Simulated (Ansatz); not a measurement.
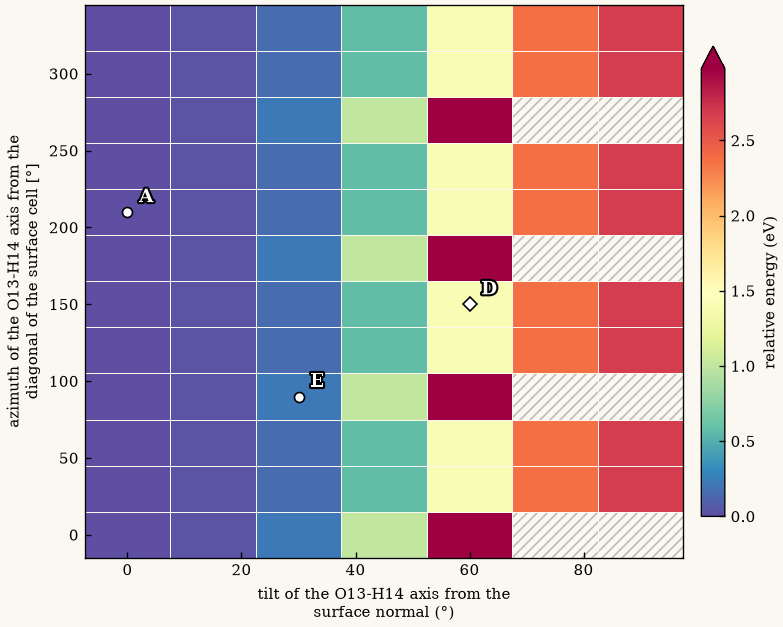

OH on an Al(100) slab cut from the Fm-3m phase, its upper half relaxed before the scan (12 atoms of substrate and one adsorbate in a 2 × 2 cell). OH stands on one site of a rigid substrate at a fixed height and bond length while its axis is turned; it sits over a hollow of the top layer over the deeper atom Al5, heights counted from the top plane; the height is held at -0.15 Å. Coordinates scanned: (1) tilt of the O13-H14 axis from the surface normal; (2) azimuth of the O13-H14 axis from the diagonal of the surface cell. Grid: 7 × 12 points; 11 points were computed and 65 follow by symmetry. At 8 points there is no value (left out of the scan, as a rule where atoms come close). Points are written as (first, second). Energies: eV, counted from the lowest grid point. Computed with DFT PBE, scalar-relativistic, plane waves, PAW (Ansatz 0.2.0). Settings: cutoff 420 eV, k-mesh 5×5×1, gaussian smearing 0.1 eV, spin-polarised.

In the figure: one coloured cell a grid point, one colour for all values above the top of the scale, hatched blanks where no value was computed, lettered points.

### Is A the lowest point of the computed grid?

Yes. A, at (0°, 210°), has the lowest energy of the grid.

### Rank the lettered points by energy, lowest first.

A (0.00 eV), E (0.22 eV), D (1.41 eV).

PAW datasets: the set soft_1.
